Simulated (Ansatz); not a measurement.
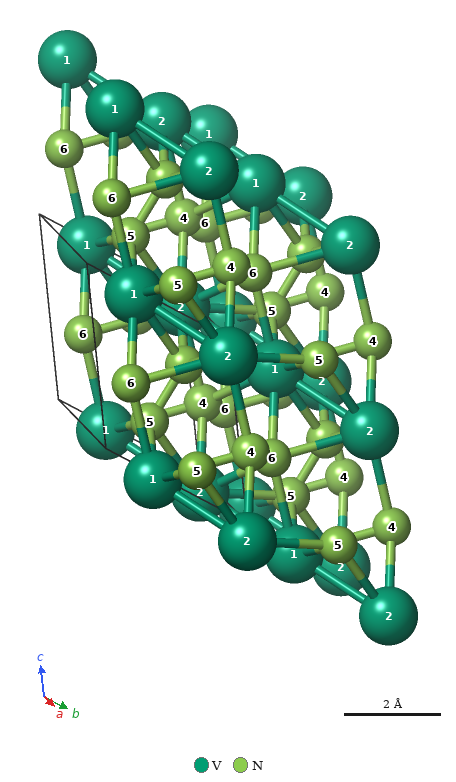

The starting structure (ball-and-stick view of the cell of the calculation, repeated 2 × 2 × 2, seen slightly off an axis; atoms are numbered from 1 in the order of the input). An atom can appear more than once, as a periodic image. Near neighbours in the periodic cell (some may lie outside the picture): V has 8 N at 2.13 Å and 2 V at 2.49 Å; N has 1 N at 1.40 Å and 4 V at 2.13 Å.

**Geometry relaxation, with input and output: VN$_{2}$ (part 1 of 2)**

VN$_{2}$ (I4/mcm, 6 atoms in the cell), computed with DFT PBE, scalar-relativistic, plane waves, PAW, no spin polarisation (Ansatz 0.2.0).

The structure derives from an entry of the Crystallography Open Database. It belongs to a series of runs on one base structure; here: relaxed functional: PBE. Figures and captions count atoms from 1; the log counts them from 0 in places.

What the program printed:
```
Engine: ansatz 0.2.0, x86_64-unknown-linux-gnu
Pseudopotentials: kind: paw
Pseudopotential: V, paw, valence charge 13, recommended cutoff 420 eV (normal), V.paw.azcp
Pseudopotential: N, paw, valence charge 5, recommended cutoff 420 eV (normal), N.paw.azcp
Functional definition: PBE
  parameter kappa = 0.804
  parameter beta = 0.06672455060314922
  exchange = pbe_x(kappa = kappa, mu = beta*pi^2/3)
  correlation = pbe_c(beta = beta)
Crystal: 6 atoms, lattice volume = 46.097 Å³
Basis set: ecut = 420 eV, 873 PW (Γ), exchange–correlation on 54×54×54 points (8 copies of the dense FFT grid, shifted against one another)
Bands: 29, of which v1, the nominal top of the filled ones, is band 23 counted from 1 (22 counted from 0)
Symmetry: 16 space group operations
Space group: I4/mcm (ITA 140), of the structure as read, at distance tolerance 3.6e-5 Å
k-points: 163 of 1728
Non-local potential: V, projectors of the file, l = 0: 3, l = 1: 2, l = 2: 3, l = 3: 1
Non-local potential: N, projectors of the file, l = 0: 2, l = 1: 2, l = 2: 1
PAW form: soft (Blöchl's): semilocal exchange-correlation on the pseudo side does not see the compensation charge
PAW one-centre angular grid: V, 590 points (default); XC on 64 Gauss nodes
PAW one-centre angular grid: N, 110 points (default); XC on 64 Gauss nodes
Initial density: superposition of atomic densities (neutral atoms: chi_scale 0, normalization atom), corrected by the library's trained network
Initial wavefunctions: pseudopotential atomic-orbital guess
Functional: x = pbe(κ = 0.804, μ = 0.2195149727645171), c = pbe(β = 0.06672455060314922)
SCF iter   1: F=—  HF=-7362.718850 eV  |F-HF|=—  |Δ(HF+E_count)|=         —  Δρ=1.62e-2  dr2=4.92e-2  ethr=1.77e-3  ⟨swp⟩=5.2  Hψ=17720  notcnv=0
preconditioner: auto → Kerker (q_TF=auto, 2.727 Å⁻¹)  [metal: Δε(μ)=0.007 eV  Ē_g=9.362 eV  σ=0.100 eV  W_gap=0.04  n_scr=14 (ndim 8)  ℏωp=30.0 eV  f_vac=0.000  D(μ)=2.37/eV (n_scr^D=18)]
SCF iter   2: F=—  HF=-7362.709167 eV  |F-HF|=—  |Δ(HF+E_count)|=   9.68e-3  Δρ=7.96e-3  dr2=1.38e-2  ethr=1.07e-4  ⟨swp⟩=1.1  Hψ=6053  notcnv=0
SCF iter   3: F=—  HF=-7362.707806 eV  |F-HF|=—  |Δ(HF+E_count)|=   1.36e-3  Δρ=1.48e-3  dr2=8.05e-4  ethr=3.00e-5  ⟨swp⟩=2.9  Hψ=8178  notcnv=0
SCF iter   4: F=—  HF=-7362.707764 eV  |F-HF|=—  |Δ(HF+E_count)|=   4.23e-5  Δρ=3.15e-4  dr2=3.63e-5  ethr=1.75e-6  ⟨swp⟩=3.0  Hψ=7942  notcnv=0
SCF iter   5: F=—  HF=-7362.707753 eV  |F-HF|=—  |Δ(HF+E_count)|=   1.04e-5  Δρ=7.54e-5  dr2=1.60e-6  ethr=7.90e-8  ⟨swp⟩=3.0  Hψ=8040  notcnv=0
SCF iter   6: F=—  HF=-7362.707754 eV  |F-HF|=—  |Δ(HF+E_count)|=   3.40e-7  Δρ=2.20e-5  dr2=2.04e-7  ethr=3.48e-9  ⟨swp⟩=2.0  Hψ=7840  notcnv=0
SCF iter   7: F=-7362.707754 eV  HF=-7362.707754 eV  |F-HF|=9.78e-10  |Δ(HF+E_count)|=   2.94e-9  Δρ=4.59e-6  dr2=6.53e-9  ethr=2.17e-10  ⟨swp⟩=10.6  Hψ=27725  notcnv=0
SCF 1 converged in 7 iterations: F = -7362.707754 eV  dr2 = 6.53e-9
  greatest PAW one-centre occupation: 1.000 electrons in one spin orbital (limit 2), on the V atom at site 1 (counted from 0), in its partial waves of l = 0
relax step   1: F+E_penalty+E_count = -7362.70775376 eV  Δ(F+E_penalty+E_count) = +0.000e0 eV  max|allowed force component| = 2.914e-1 eV/Å  Δτ_max = 0.0000 Å  P = -0.927 GPa  Ω = 46.097 Å³  (7 SCF iters, dr2 threshold 1.00e-7 eV, accepted)
Crystal: 6 atoms, lattice volume = 46.067 Å³
Basis set: ecut = 420 eV, 889 PW (Γ), exchange–correlation on 54×54×54 points (8 copies of the dense FFT grid, shifted against one another)
Initial density: handed on by an earlier stage of this run
Initial wavefunctions: those handed on with the density
iter 1 solved again at ethr=1.50e-6 eV; its pass at ethr=3.10e-3 eV (dr2=6.89e-4 eV) is discarded
SCF iter   1: F=—  HF=-7362.713687 eV  |F-HF|=—  |Δ(HF+E_count)|=         —  Δρ=1.79e-3  dr2=7.93e-4  ethr=1.50e-6  ⟨swp⟩=2.1  Hψ=25784  notcnv=0
preconditioner: auto → Kerker (q_TF=auto, 2.728 Å⁻¹)  [metal: Δε(μ)=0.001 eV  Ē_g=9.384 eV  σ=0.100 eV  W_gap=0.01  n_scr=14 (ndim 8)  ℏωp=30.0 eV  f_vac=0.000  D(μ)=2.46/eV (n_scr^D=18)]
SCF iter   2: F=—  HF=-7362.713529 eV  |F-HF|=—  |Δ(HF+E_count)|=   1.59e-4  Δρ=8.98e-4  dr2=2.33e-4  ethr=1.50e-6  ⟨swp⟩=1.2  Hψ=4764  notcnv=0
SCF iter   3: F=—  HF=-7362.713461 eV  |F-HF|=—  |Δ(HF+E_count)|=   6.72e-5  Δρ=1.94e-4  dr2=1.83e-5  ethr=5.07e-7  ⟨swp⟩=2.7  Hψ=7275  notcnv=0
SCF iter   4: F=—  HF=-7362.713457 eV  |F-HF|=—  |Δ(HF+E_count)|=   4.63e-6  Δρ=4.34e-5  dr2=7.70e-7  ethr=3.97e-8  ⟨swp⟩=3.0  Hψ=8098  notcnv=0
iter 5 did not close the SCF: its close was put off for the readings that it lacked (scf_convergence_deferred on its scf_iter line)
SCF iter   5: F=-7362.713457 eV  HF=-7362.713457 eV  |F-HF|=1.73e-8  |Δ(HF+E_count)|=   3.71e-8  Δρ=1.12e-5  dr2=3.88e-8  ethr=1.67e-9  ⟨swp⟩=2.0  Hψ=6843  notcnv=0
SCF iter   6: F=-7362.713457 eV  HF=-7362.713457 eV  |F-HF|=2.28e-9  |Δ(HF+E_count)|=  5.62e-10  Δρ=3.81e-6  dr2=5.51e-9  ethr=8.43e-11  ⟨swp⟩=5.5  Hψ=26760  notcnv=0
SCF 2 converged in 6 iterations: F = -7362.713457 eV  dr2 = 5.51e-9
relax step   2: F+E_penalty+E_count = -7362.71345663 eV  Δ(F+E_penalty+E_count) = -5.703e-3 eV  max|allowed force component| = 1.739e-1 eV/Å  Δτ_max = 0.0041 Å  P = -0.542 GPa  Ω = 46.067 Å³  energy of the carried Pulay correction = +1.571e-4 eV  (6 SCF iters, dr2 threshold 6.00e-7 eV, accepted)
Crystal: 6 atoms, lattice volume = 45.988 Å³
iter 1 solved again at ethr=1.36e-6 eV; its pass at ethr=3.10e-3 eV (dr2=6.23e-4 eV) is discarded
SCF iter   1: F=—  HF=-7362.716696 eV  |F-HF|=—  |Δ(HF+E_count)|=         —  Δρ=1.58e-3  dr2=6.60e-4  ethr=1.36e-6  ⟨swp⟩=2.1  Hψ=23911  notcnv=0
preconditioner: auto → Kerker (q_TF=auto, 2.728 Å⁻¹)  [metal: Δε(μ)=0.004 eV  Ē_g=9.411 eV  σ=0.100 eV  W_gap=0.03  n_scr=14 (ndim 8)  ℏωp=30.0 eV  f_vac=0.000  D(μ)=2.50/eV (n_scr^D=18)]
SCF iter   2: F=—  HF=-7362.716577 eV  |F-HF|=—  |Δ(HF+E_count)|=   1.18e-4  Δρ=7.86e-4  dr2=1.52e-4  ethr=1.36e-6  ⟨swp⟩=2.2  Hψ=7196  notcnv=0
SCF iter   3: F=—  HF=-7362.716531 eV  |F-HF|=—  |Δ(HF+E_count)|=   4.65e-5  Δρ=1.10e-4  dr2=2.76e-6  ethr=3.31e-7  ⟨swp⟩=2.0  Hψ=7129  notcnv=0
iter 4 did not close the SCF: its close was put off for the readings that it lacked (scf_convergence_deferred on its scf_iter line)
SCF iter   4: F=-7362.716531 eV  HF=-7362.716531 eV  |F-HF|=3.92e-8  |Δ(HF+E_count)|=   1.60e-7  Δρ=2.50e-5  dr2=1.93e-7  ethr=5.99e-9  ⟨swp⟩=2.0  Hψ=7172  notcnv=0
iter 5 did not close the SCF: its close was put off for the readings that it lacked (scf_convergence_deferred on its scf_iter line)
SCF iter   5: F=-7362.716531 eV  HF=-7362.716531 eV  |F-HF|=1.99e-8  |Δ(HF+E_count)|=   2.24e-8  Δρ=8.16e-6  dr2=3.55e-8  ethr=4.20e-10  ⟨swp⟩=2.9  Hψ=8231  notcnv=0
SCF iter   6: F=-7362.716531 eV  HF=-7362.716531 eV  |F-HF|=1.31e-9  |Δ(HF+E_count)|=  7.46e-11  Δρ=2.40e-6  dr2=3.11e-9  ethr=7.72e-11  ⟨swp⟩=5.4  Hψ=25466  notcnv=0
SCF 3 converged in 6 iterations: F = -7362.716531 eV  dr2 = 3.11e-9
relax step   3: F+E_penalty+E_count = -7362.71653105 eV  Δ(F+E_penalty+E_count) = -3.074e-3 eV  max|allowed force component| = 2.199e-2 eV/Å  Δτ_max = 0.0043 Å  P = +0.518 GPa  Ω = 45.988 Å³  energy of the carried Pulay correction = +5.658e-4 eV  (6 SCF iters, dr2 threshold 6.00e-7 eV, accepted)
Crystal: 6 atoms, lattice volume = 46.043 Å³
iter 1 solved again at ethr=5.32e-8 eV; its pass at ethr=3.10e-3 eV (dr2=2.45e-5 eV) is discarded
SCF iter   1: F=—  HF=-7362.716467 eV  |F-HF|=—  |Δ(HF+E_count)|=         —  Δρ=3.24e-4  dr2=2.90e-5  ethr=5.32e-8  ⟨swp⟩=2.0  Hψ=24749  notcnv=0
preconditioner: auto → Kerker (q_TF=auto, 2.728 Å⁻¹)  [metal: Δε(μ)=0.001 eV  Ē_g=9.402 eV  σ=0.100 eV  W_gap=0.01  n_scr=14 (ndim 8)  ℏωp=30.0 eV  f_vac=0.000  D(μ)=2.52/eV (n_scr^D=18)]
SCF iter   2: F=—  HF=-7362.716458 eV  |F-HF|=—  |Δ(HF+E_count)|=   8.77e-6  Δρ=1.63e-4  dr2=9.08e-6  ethr=5.32e-8  ⟨swp⟩=1.9  Hψ=6291  notcnv=0
SCF iter   3: F=—  HF=-7362.716456 eV  |F-HF|=—  |Δ(HF+E_count)|=   2.29e-6  Δρ=3.61e-5  dr2=6.47e-7  ethr=1.97e-8  ⟨swp⟩=2.2  Hψ=6796  notcnv=0
iter 4 did not close the SCF: its close was put off for the readings that it lacked (scf_convergence_deferred on its scf_iter line)
SCF iter   4: F=-7362.716456 eV  HF=-7362.716456 eV  |F-HF|=1.79e-8  |Δ(HF+E_count)|=   1.63e-7  Δρ=9.17e-6  dr2=4.15e-8  ethr=1.41e-9  ⟨swp⟩=2.1  Hψ=6967  notcnv=0
iter 5 did not close the SCF: its close was put off for the readings that it lacked (scf_convergence_deferred on its scf_iter line)
SCF iter   5: F=-7362.716456 eV  HF=-7362.716456 eV  |F-HF|=5.31e-10  |Δ(HF+E_count)|=   1.04e-9  Δρ=2.42e-6  dr2=1.77e-9  ethr=9.03e-11  ⟨swp⟩=2.3  Hψ=6390  notcnv=0
SCF iter   6: F=-7362.716456 eV  HF=-7362.716456 eV  |F-HF|=3.64e-12  |Δ(HF+E_count)|=  1.08e-10  Δρ=5.06e-7  dr2=8.24e-11  ethr=3.84e-12  ⟨swp⟩=4.4  Hψ=22803  notcnv=0
SCF 4 converged in 6 iterations: F = -7362.716456 eV  dr2 = 8.24e-11
relax step   4: F+E_penalty+E_count = -7362.71645558 eV  Δ(F+E_penalty+E_count) = +7.547e-5 eV  max|allowed force component| = 2.499e-3 eV/Å  Δτ_max = 0.0007 Å  P = +0.213 GPa  Ω = 46.043 Å³  energy of the carried Pulay correction = +2.786e-4 eV  (6 SCF iters, dr2 threshold 6.00e-7 eV, accepted)
Crystal: 6 atoms, lattice volume = 46.077 Å³
iter 1 solved again at ethr=1.46e-8 eV; its pass at ethr=3.10e-3 eV (dr2=6.72e-6 eV) is discarded
SCF iter   1: F=—  HF=-7362.716314 eV  |F-HF|=—  |Δ(HF+E_count)|=         —  Δρ=1.47e-4  dr2=7.16e-6  ethr=1.46e-8  ⟨swp⟩=2.0  Hψ=24709  notcnv=0
preconditioner: auto → Kerker (q_TF=auto, 2.728 Å⁻¹)  [metal: Δε(μ)=0.004 eV  Ē_g=9.398 eV  σ=0.100 eV  W_gap=0.02  n_scr=14 (ndim 8)  ℏωp=30.0 eV  f_vac=0.000  D(μ)=2.53/eV (n_scr^D=18)]
SCF iter   2: F=—  HF=-7362.716310 eV  |F-HF|=—  |Δ(HF+E_count)|=   4.24e-6  Δρ=7.07e-5  dr2=2.13e-6  ethr=1.46e-8  ⟨swp⟩=1.4  Hψ=4788  notcnv=0
SCF iter   3: F=—  HF=-7362.716309 eV  |F-HF|=—  |Δ(HF+E_count)|=   5.37e-7  Δρ=2.08e-5  dr2=2.55e-7  ethr=4.63e-9  ⟨swp⟩=2.3  Hψ=6914  notcnv=0
iter 4 did not close the SCF: its close was put off for the readings that it lacked (scf_convergence_deferred on its scf_iter line)
SCF iter   4: F=-7362.716309 eV  HF=-7362.716309 eV  |F-HF|=1.64e-11  |Δ(HF+E_count)|=   5.98e-8  Δρ=4.04e-6  dr2=5.38e-9  ethr=5.54e-10  ⟨swp⟩=2.0  Hψ=6793  notcnv=0
iter 5 did not close the SCF: its close was put off for the readings that it lacked (scf_convergence_deferred on its scf_iter line)
SCF iter   5: F=-7362.716309 eV  HF=-7362.716309 eV  |F-HF|=4.00e-10  |Δ(HF+E_count)|=   1.71e-9  Δρ=1.39e-6  dr2=6.39e-10  ethr=1.17e-11  ⟨swp⟩=2.1  Hψ=7248  notcnv=0
SCF iter   6: F=-7362.716309 eV  HF=-7362.716309 eV  |F-HF|=3.64e-12  |Δ(HF+E_count)|=  2.09e-11  Δρ=2.84e-7  dr2=2.99e-11  ethr=1.39e-12  ⟨swp⟩=4.0  Hψ=22280  notcnv=0
SCF 5 converged in 6 iterations: F = -7362.716309 eV  dr2 = 2.99e-11
relax step   5: F+E_penalty+E_count = -7362.71630927 eV  Δ(F+E_penalty+E_count) = +1.463e-4 eV  max|allowed force component| = 9.714e-5 eV/Å  Δτ_max = 0.0002 Å  P = -0.002 GPa  Ω = 46.077 Å³  energy of the carried Pulay correction = +1.053e-4 eV  (6 SCF iters, dr2 threshold 2.21e-7 eV, accepted)
Initial wavefunctions: pseudopotential atomic-orbital guess (no wavefunctions were taken with the density)
iter 1 solved again at ethr=3.40e-8 eV; its pass at ethr=3.10e-3 eV (dr2=1.56e-5 eV) is discarded
SCF iter   1: F=—  HF=-7362.716169 eV  |F-HF|=—  |Δ(HF+E_count)|=         —  Δρ=5.29e-5  dr2=4.50e-8  ethr=3.40e-8  ⟨swp⟩=3.7  Hψ=30872  notcnv=0
preconditioner: auto → Kerker (q_TF=auto, 2.728 Å⁻¹)  [metal: Δε(μ)=0.004 eV  Ē_g=9.398 eV  σ=0.100 eV  W_gap=0.02  n_scr=14 (ndim 8)  ℏωp=30.0 eV  f_vac=0.000  D(μ)=2.52/eV (n_scr^D=18)]
SCF iter   2: F=—  HF=-7362.716168 eV  |F-HF|=—  |Δ(HF+E_count)|=   4.07e-7  Δρ=2.72e-5  dr2=1.21e-8  ethr=9.78e-11  ⟨swp⟩=2.1  Hψ=6637  notcnv=0
iter 3 did not close the SCF: its close was put off for the readings that it lacked (scf_convergence_deferred on its scf_iter line)
SCF iter   3: F=-7362.716169 eV  HF=-7362.716169 eV  |F-HF|=7.00e-11  |Δ(HF+E_count)|=   8.73e-7  Δρ=5.39e-7  dr2=3.15e-11  ethr=2.62e-11  ⟨swp⟩=2.0  Hψ=7078  notcnv=0
iter 4 did not close the SCF: its close was put off for the readings that it lacked (scf_convergence_deferred on its scf_iter line)
SCF iter   4: F=-7362.716169 eV  HF=-7362.716169 eV  |F-HF|=3.09e-11  |Δ(HF+E_count)|=  4.91e-11  Δρ=2.19e-7  dr2=4.52e-12  ethr=1.00e-12  ⟨swp⟩=1.0  Hψ=4727  notcnv=0
iter 5 did not close the SCF: its close was put off for the readings that it lacked (scf_convergence_deferred on its scf_iter line)
SCF iter   5: F=-7362.716169 eV  HF=-7362.716169 eV  |F-HF|=0.00e0  |Δ(HF+E_count)|=  3.37e-11  Δρ=2.32e-8  dr2=1.58e-13  ethr=1.00e-12  ⟨swp⟩=1.0  Hψ=4727  notcnv=0
iter 6 did not close the SCF: its close was put off for the readings that it lacked (scf_convergence_deferred on its scf_iter line)
SCF iter   6: F=-7362.716169 eV  HF=-7362.716169 eV  |F-HF|=1.82e-12  |Δ(HF+E_count)|=  9.09e-13  Δρ=6.87e-9  dr2=1.53e-14  ethr=1.00e-12  ⟨swp⟩=1.0  Hψ=4727  notcnv=0
SCF iter   7: F=-7362.716169 eV  HF=-7362.716169 eV  |F-HF|=0.00e0  |Δ(HF+E_count)|=  9.09e-13  Δρ=1.66e-9  dr2=1.19e-15  ethr=1.00e-12  ⟨swp⟩=3.0  Hψ=13868  notcnv=0
SCF 6 converged in 7 iterations: F = -7362.716169 eV  dr2 = 1.19e-15
relax step   6: F+E_penalty+E_count = -7362.71616927 eV  Δ(F+E_penalty+E_count) = +1.400e-4 eV  max|allowed force component| = 6.055e-5 eV/Å  Δτ_max = 0.0000 Å  P = -0.005 GPa  Ω = 46.077 Å³  stress off target by 5.47e-2 GPa  SCF on the basis re-selected at this cell (its energy is not comparable with the rows above)  (7 SCF iters)
basis re-selected at this cell: Δ(F+E_penalty+E_count) = +1.400e-4 eV, ΔP = -0.003 GPa vs the last step (what re-selecting the basis moved, of the pressure what is left beyond the Pulay correction that the steps carried, after the strain that the cell walked since its last selection, with what the two solves' SCF thresholds leave and, on support functions, any second-order correction that the steps lacked; it is no measure of the basis error at this ecutwfc). This SCF's stress stands 5.47e-2 GPa from its target on what of the cell is left free (relax.cell.stress_tol is 5.00e-2 GPa) and its largest allowed force component is 6.05e-5 eV/Å (relax.f_tol is 1.00e-2 eV/Å): not within both, so this SCF does not close the relaxation
iter 1 solved again at ethr=7.37e-10 eV; its pass at ethr=3.10e-3 eV (dr2=3.39e-7 eV) is discarded
SCF iter   1: F=—  HF=-7362.716169 eV  |F-HF|=—  |Δ(HF+E_count)|=         —  Δρ=3.93e-5  dr2=4.01e-7  ethr=7.37e-10  ⟨swp⟩=2.5  Hψ=25460  notcnv=0
preconditioner: auto → Kerker (q_TF=auto, 2.728 Å⁻¹)  [metal: Δε(μ)=0.005 eV  Ē_g=9.398 eV  σ=0.100 eV  W_gap=0.03  n_scr=14 (ndim 8)  ℏωp=30.0 eV  f_vac=0.000  D(μ)=2.53/eV (n_scr^D=18)]
SCF iter   2: F=—  HF=-7362.716166 eV  |F-HF|=—  |Δ(HF+E_count)|=   2.87e-6  Δρ=2.00e-5  dr2=1.29e-7  ethr=7.37e-10  ⟨swp⟩=1.1  Hψ=4744  notcnv=0
SCF iter   3: F=—  HF=-7362.716166 eV  |F-HF|=—  |Δ(HF+E_count)|=   3.39e-8  Δρ=4.32e-6  dr2=8.40e-9  ethr=2.81e-10  ⟨swp⟩=2.4  Hψ=7178  notcnv=0
iter 4 did not close the SCF: its close was put off for the readings that it lacked (scf_convergence_deferred on its scf_iter line)
SCF iter   4: F=-7362.716166 eV  HF=-7362.716166 eV  |F-HF|=2.57e-10  |Δ(HF+E_count)|=   2.49e-9  Δρ=1.03e-6  dr2=5.01e-10  ethr=1.83e-11  ⟨swp⟩=2.8  Hψ=7735  notcnv=0
iter 5 did not close the SCF: its close was put off for the readings that it lacked (scf_convergence_deferred on its scf_iter line)
SCF iter   5: F=-7362.716166 eV  HF=-7362.716166 eV  |F-HF|=3.64e-12  |Δ(HF+E_count)|=  5.82e-11  Δρ=3.06e-7  dr2=2.57e-11  ethr=1.09e-12  ⟨swp⟩=2.4  Hψ=6869  notcnv=0
SCF iter   6: F=-7362.716166 eV  HF=-7362.716166 eV  |F-HF|=0.00e0  |Δ(HF+E_count)|=  9.09e-13  Δρ=5.84e-8  dr2=1.24e-12  ethr=1.00e-12  ⟨swp⟩=4.1  Hψ=19408  notcnv=0
SCF 7 converged in 6 iterations: F = -7362.716166 eV  dr2 = 1.24e-12
relax step   7: F+E_penalty+E_count = -7362.71616644 eV  Δ(F+E_penalty+E_count) = +2.838e-6 eV  max|allowed force component| = 8.611e-6 eV/Å  Δτ_max = 0.0000 Å  P = -0.000 GPa  Ω = 46.077 Å³  energy of the carried Pulay correction = -4.405e-6 eV  (6 SCF iters, accepted)
iter 1 solved again at ethr=3.38e-8 eV; its pass at ethr=3.10e-3 eV (dr2=1.56e-5 eV) is discarded
SCF iter   1: F=—  HF=-7362.716166 eV  |F-HF|=—  |Δ(HF+E_count)|=         —  Δρ=9.89e-7  dr2=8.36e-11  ethr=3.38e-8  ⟨swp⟩=3.7  Hψ=30873  notcnv=0
eigensolver tolerance schedule: the retry pair's looser diagonalisation over-reported the residual by 186191.05 of it (diagonalisation noise at an unbounded share of the residual, at the tolerance the schedule requests for it); recorded, not acted on — ethr = c·dr2/N_el stays at c = 1.0e-1
SCF iter   2: F=—  HF=-7362.716161 eV  |F-HF|=—  |Δ(HF+E_count)|=   4.97e-6  Δρ=4.89e-7  dr2=1.88e-11  ethr=1.00e-12  ⟨swp⟩=3.3  Hψ=10494  notcnv=0
iter 3 did not close the SCF: its close was put off for the readings that it lacked (scf_convergence_deferred on its scf_iter line)
SCF iter   3: F=-7362.716161 eV  HF=-7362.716161 eV  |F-HF|=1.73e-11  |Δ(HF+E_count)|=  3.18e-11  Δρ=2.69e-7  dr2=5.88e-12  ethr=1.00e-12  ⟨swp⟩=1.0  Hψ=4727  notcnv=0
iter 4 did not close the SCF: its close was put off for the readings that it lacked (scf_convergence_deferred on its scf_iter line)
SCF iter   4: F=-7362.716161 eV  HF=-7362.716161 eV  |F-HF|=1.82e-12  |Δ(HF+E_count)|=  1.73e-11  Δρ=1.68e-8  dr2=7.29e-14  ethr=1.00e-12  ⟨swp⟩=1.0  Hψ=4727  notcnv=0
iter 5 did not close the SCF: its close was put off for the readings that it lacked (scf_convergence_deferred on its scf_iter line)
SCF iter   5: F=-7362.716161 eV  HF=-7362.716161 eV  |F-HF|=0.00e0  |Δ(HF+E_count)|=  1.82e-12  Δρ=5.71e-9  dr2=1.00e-14  ethr=1.00e-12  ⟨swp⟩=1.0  Hψ=4727  notcnv=0
iter 6 did not close the SCF: its close was put off for the readings that it lacked (scf_convergence_deferred on its scf_iter line)
SCF iter   6: F=-7362.716161 eV  HF=-7362.716161 eV  |F-HF|=3.64e-12  |Δ(HF+E_count)|=  1.82e-12  Δρ=1.48e-9  dr2=8.19e-16  ethr=1.00e-12  ⟨swp⟩=1.0  Hψ=4727  notcnv=0
SCF iter   7: F=-7362.716161 eV  HF=-7362.716161 eV  |F-HF|=1.82e-12  |Δ(HF+E_count)|=  2.73e-12  Δρ=3.81e-10  dr2=3.63e-17  ethr=1.00e-12  ⟨swp⟩=2.0  Hψ=11219  notcnv=0
SCF 8 converged in 7 iterations: F = -7362.716161 eV  dr2 = 3.63e-17
relax step   8: F+E_penalty+E_count = -7362.71616098 eV  Δ(F+E_penalty+E_count) = +5.453e-6 eV  max|allowed force component| = 8.385e-6 eV/Å  Δτ_max = 0.0000 Å  P = -0.000 GPa  Ω = 46.077 Å³  stress off target by 1.95e-3 GPa  SCF on the basis re-selected at this cell (its energy is not comparable with the rows above)  (7 SCF iters)
```
